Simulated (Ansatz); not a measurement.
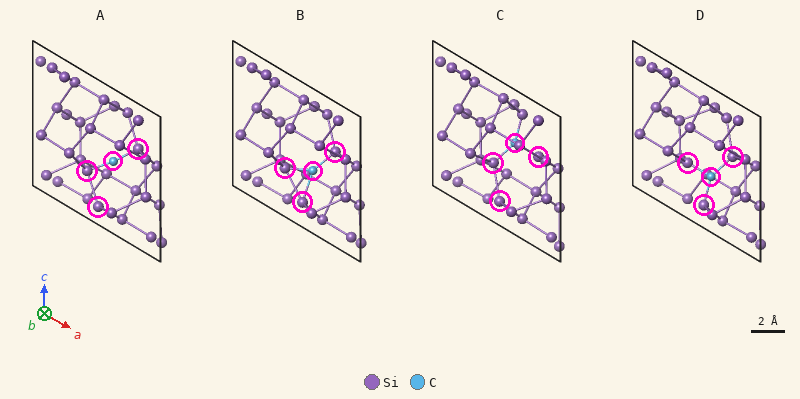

4 geometries from a converged minimum-energy path of a defect cell of composition Si$_{32}$C (33 atoms in the cell), shuffled. A ball-and-stick model of the reduced simulation cell (origin moved), seen along the b axis. The atoms that move most are ringed. Lengths and directions refer to the drawn axes. Bonds to atoms that aren't drawn are left out.

Level of theory: Ansatz 0.2.0, DFT PBE, scalar-relativistic, plane waves, PAW. Run with plane-wave cutoff 420 eV; k-point mesh 2 × 2 × 2; Gaussian smearing 0.02 eV; 3 movable images; climbing image.

### One of them is the converged climbing image. Which?

A. In order along the path, whose images run from 0 to 4: C (image 0, 0.00 eV), A (image 2, +1.10 eV), B (image 3, +0.62 eV), D (image 4, 0.00 eV). The C atom travels furthest, 2.15 Å from end to end, roughly along [0 −2 −3], on a path that bends up to 0.09 Å away from the straight line. At the highest image its nearest neighbour (Si) is 1.73 Å away, against 1.75 Å at the start, and the surrounding atoms stand up to 0.53 Å off the mean of their end positions. Breaking: C–Si (1.82 → 3.76 Å). Forming: C–Si (3.76 → 1.82 Å).
